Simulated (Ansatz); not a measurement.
**Two runs on SnSe**

System: SnSe (I4/mmm, 2 atoms in the cell).
Method of run A: DFT r2SCAN, scalar-relativistic, plane waves, PAW, no spin polarisation (Ansatz 0.2.0).

The structure derives from an entry of the Crystallography Open Database. Text and figures count atoms from 1; the logs count them from 0 in places.

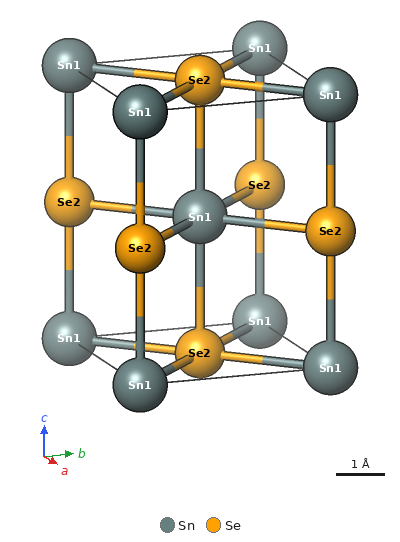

**Figure 1.** The input geometry (ball-and-stick view of the cell 2 times as large as that of the calculation, set on its symmetry axes, seen slightly off an axis; atoms are numbered from 1 in the order of the input). An atom can appear more than once, as a periodic image.

## The input, run A
```yaml
crystal:
  lattice:
    - [0.0, 3.01, 2.9498]
    - [3.01, 0.0, 2.9498]
    - [3.01, 3.01, 0.0]
  atoms:
    - { symbol: Sn, position: [0.0, 0.0, 0.0] }
    - { symbol: Se, position: [0.5, 0.5, 0.5] }
basis:
  ecutwfc: 500
kpoints:
  mp_grid: { grid: [10, 10, 10] }
hamiltonian:
  xc: r2scan
scf:
  occupations: { method: gaussian, width: 0.05 }
output:
  forces: true
  stress: true
  eigenvalues: true
```

Launched with:
```bash
ansatz run input.yaml --threads 1 --pin off --max-ram 2560MiB --backend cpu --events-out ev --progress --plain --runs-dir out
```

Hardware: 1 thread of AMD EPYC (Zen 3), 192 GiB of memory available, shared host.

## Output, shortened to warnings, some set-up lines, iterations and results (run A)
```
Basis set: ecut = 500 eV, 1379 PW (Γ), exchange–correlation on 128×128×128 points (64 copies of the dense FFT grid, shifted against one another)
Symmetry: 16 space group operations
k-points: 102 of 1000
Initial density: superposition of atomic densities (neutral atoms: chi_scale 0, normalization atom), corrected by the library's trained network
[...]
SCF iter   1: F=—  HF=-11517.567844 eV  |F-HF|=—  |Δ(HF+E_count)|=         —  Δρ=4.56e-3  dr2=1.45e-2  dr2_τ=2.16e-3  ethr=1.77e-3  ⟨swp⟩=5.8  Hψ=9405  notcnv=0
SCF iter   2: F=—  HF=-11517.575570 eV  |F-HF|=—  |Δ(HF+E_count)|=   7.73e-3  Δρ=1.66e-3  dr2=9.63e-4  dr2_τ=1.76e-4  ethr=4.84e-5  ⟨swp⟩=2.2  Hψ=4541  notcnv=0
SCF iter   3: F=—  HF=-11517.575717 eV  |F-HF|=—  |Δ(HF+E_count)|=   1.46e-4  Δρ=7.17e-4  dr2=2.44e-4  dr2_τ=5.51e-6  ethr=3.21e-6  ⟨swp⟩=2.1  Hψ=3419  notcnv=0
SCF iter   4: F=—  HF=-11517.575767 eV  |F-HF|=—  |Δ(HF+E_count)|=   5.00e-5  Δρ=1.75e-4  dr2=2.34e-5  dr2_τ=7.38e-7  ethr=8.13e-7  ⟨swp⟩=2.0  Hψ=2427  notcnv=0
SCF iter   5: F=—  HF=-11517.575759 eV  |F-HF|=—  |Δ(HF+E_count)|=   7.18e-6  Δρ=2.90e-5  dr2=3.53e-7  dr2_τ=8.40e-9  ethr=7.81e-8  ⟨swp⟩=2.3  Hψ=2784  notcnv=0
SCF iter   6: F=-11517.575759 eV  HF=-11517.575759 eV  |F-HF|=2.93e-9  |Δ(HF+E_count)|=   1.74e-8  Δρ=6.95e-6  dr2=2.67e-8  dr2_τ=3.66e-10  ethr=3.33e-10  ⟨swp⟩=6.8  Hψ=8580  …
SCF 1 converged in 6 iterations: F = -11517.575759 eV  dr2 = 2.67e-8
SCF converged after 6 iterations
Free energy (F): -11517.575759 eV
Harris-Foulkes:  -11517.575759 eV  (|F-HF|=2.93e-9)
Internal energy: -11517.575759 eV  (E = F + TS)
E sigma→0 (E₀):  -11517.575759 eV
Fermi energy:    9.730229 eV
--- Per-component energies (eV) ---
  E_band       = -490.837542
  E_kinetic    = 303.717548
  E_local      = -3293.183960  (includes V_loc(G=0)·N_el)
  E_nonlocal   = -628.650706
  E_hartree    = 1738.633164
  E_xc         = -474.387190
  E_vxc        = -211.556890  (∫ρ·V_xc dr)
  E_paw        = -6080.018961  (= ΣΔE_a)
  E_vpaw       = -150.196212  (= ΣTr[D̂ρ^β])
  E_aug_tail   = -0.000212  (compensation charges beyond the density's cutoff)
  E_vtau       = 11.769541  (kinetic-family band-sum trace: ∫τ·v_τ [+ j·A + Jᵃ·Aᵃ] dr)
  E_ewald      = -3082.655993
  E_core_change = -1.029450  (= ΣΔE_core)
  E_smearing   = -0.000000  (= −TS)
  E_closure    = 0.000000  (closes the sum)
  Σ components = -11517.575759   (vs F -11517.575759, Δ=0.00e0)
--- Forces (eV/Å), atoms counted from 1 ---
  atom   1  Sn     0.00000000     0.00000000     0.00000000
  atom   2  Se    -0.00000000    -0.00000000    -0.00000000
  max |Σ_I F_I| component: 1.89e-29 eV/Å
--- Stress (GPa, compression-positive) ---
        0.211751       0.000000       0.000000
        0.000000       0.211751      -0.000000
        0.000000       0.000000       3.026402
  P = ⅓ Tr σ = 1.1500 GPa (11.500 kbar)
```

For run B the input was changed thus:
```diff
-    - [0.0, 3.01, 2.9498]
-    - [3.01, 0.0, 2.9498]
+    - [0.0, 3.01, 2.9197]
+    - [3.01, 0.0, 2.9197]
```

How does run B compare with run A?

With the same functional and potentials, run B lies 6.7 meV per atom higher. The pressure goes from 1.15 to 1.84 GPa. The volume per atom goes from 26.73 to 26.45 Å³. The number of SCF iterations is the same. The plane waves at Γ go from 1379 to 1371.

## Output, shortened to warnings, some set-up lines, iterations and results (run B)
```
Basis set: ecut = 500 eV, 1371 PW (Γ), exchange–correlation on 128×128×128 points (64 copies of the dense FFT grid, shifted against one another)
Symmetry: 16 space group operations
k-points: 102 of 1000
Initial density: superposition of atomic densities (neutral atoms: chi_scale 0, normalization atom), corrected by the library's trained network
[...]
SCF iter   1: F=—  HF=-11517.553539 eV  |F-HF|=—  |Δ(HF+E_count)|=         —  Δρ=4.57e-3  dr2=1.43e-2  dr2_τ=2.22e-3  ethr=1.77e-3  ⟨swp⟩=5.9  Hψ=9443  notcnv=0
SCF iter   2: F=—  HF=-11517.562209 eV  |F-HF|=—  |Δ(HF+E_count)|=   8.67e-3  Δρ=1.66e-3  dr2=9.45e-4  dr2_τ=1.68e-4  ethr=4.77e-5  ⟨swp⟩=2.0  Hψ=4646  notcnv=0
SCF iter   3: F=—  HF=-11517.562371 eV  |F-HF|=—  |Δ(HF+E_count)|=   1.62e-4  Δρ=7.16e-4  dr2=2.39e-4  dr2_τ=5.41e-6  ethr=3.15e-6  ⟨swp⟩=2.0  Hψ=3441  notcnv=0
SCF iter   4: F=—  HF=-11517.562422 eV  |F-HF|=—  |Δ(HF+E_count)|=   5.07e-5  Δρ=1.72e-4  dr2=2.22e-5  dr2_τ=7.13e-7  ethr=7.96e-7  ⟨swp⟩=2.0  Hψ=2427  notcnv=0
SCF iter   5: F=—  HF=-11517.562415 eV  |F-HF|=—  |Δ(HF+E_count)|=   7.03e-6  Δρ=2.86e-5  dr2=3.11e-7  dr2_τ=7.83e-9  ethr=7.40e-8  ⟨swp⟩=2.5  Hψ=2855  notcnv=0
SCF iter   6: F=-11517.562415 eV  HF=-11517.562415 eV  |F-HF|=5.80e-9  |Δ(HF+E_count)|=   1.90e-8  Δρ=6.67e-6  dr2=2.21e-8  dr2_τ=3.39e-10  ethr=3.33e-10  ⟨swp⟩=6.5  Hψ=8519  …
SCF 1 converged in 6 iterations: F = -11517.562415 eV  dr2 = 2.21e-8
SCF converged after 6 iterations
Free energy (F): -11517.562415 eV
Harris-Foulkes:  -11517.562415 eV  (|F-HF|=5.80e-9)
Internal energy: -11517.562415 eV  (E = F + TS)
E sigma→0 (E₀):  -11517.562415 eV
Fermi energy:    9.875299 eV
--- Per-component energies (eV) ---
  E_band       = -486.849294
  E_kinetic    = 304.045198
  E_local      = -3277.339596  (includes V_loc(G=0)·N_el)
  E_nonlocal   = -628.637004
  E_hartree    = 1732.648494
  E_xc         = -474.532148
  E_vxc        = -211.758703  (∫ρ·V_xc dr)
  E_paw        = -6080.043703  (= ΣΔE_a)
  E_vpaw       = -150.225682  (= ΣTr[D̂ρ^β])
  E_aug_tail   = -0.000210  (compensation charges beyond the density's cutoff)
  E_vtau       = 11.771738  (kinetic-family band-sum trace: ∫τ·v_τ [+ j·A + Jᵃ·Aᵃ] dr)
  E_ewald      = -3092.673995
  E_core_change = -1.029450  (= ΣΔE_core)
  E_smearing   = -0.000000  (= −TS)
  E_closure    = 0.000000  (closes the sum)
  Σ components = -11517.562415   (vs F -11517.562415, Δ=0.00e0)
--- Forces (eV/Å), atoms counted from 1 ---
  atom   1  Sn     0.00000000     0.00000000     0.00000000
  atom   2  Se     0.00000000     0.00000000     0.00000000
  max |Σ_I F_I| component: 1.26e-29 eV/Å
--- Stress (GPa, compression-positive) ---
        0.334292       0.000000       0.000000
        0.000000       0.334292       0.000000
        0.000000       0.000000       4.849088
  P = ⅓ Tr σ = 1.8392 GPa (18.392 kbar)
```

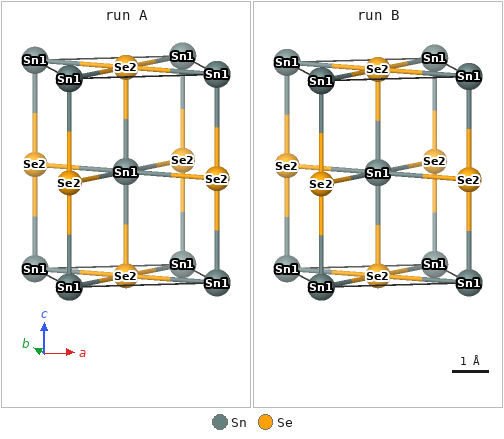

**Figure 2.** The two input geometries at one scale (ball-and-stick view of the cell 2 times as large as that of the calculation, set on its symmetry axes, seen slightly off an axis). The atoms keep their places relative to the cell (all moves are under 0.005 Å). The volume changes by −1.0 %, with a = b stay at 4.257 Å, c 5.900 → 5.839 Å (−1.0 %). Among the contacts that change: Sn1–Se2 2.950 → 2.920 Å.

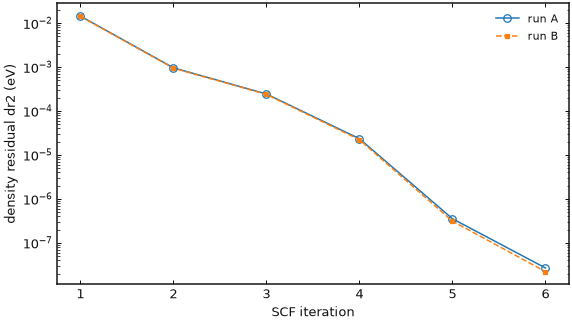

**Figure 3.** Convergence of the two runs: density residual dr2 against the SCF iteration. Run A takes 6 iterations in all, and run B takes 6.

## The two runs side by side

```tsv
quantity	run A	run B
outcome	converged	converged
free energy per atom (eV)	−5758.7879	−5758.7812
gap on the mesh (eV)	0.48	0.49
pressure (GPa)	1.15	1.84
volume per atom (Å³)	26.73	26.45
largest force (eV/Å)	0.000	0.000
SCF iterations	6	6
irreducible k-points	102	102
plane waves at Γ	1379	1371
wall time (shared host)	15 s	14 s
```
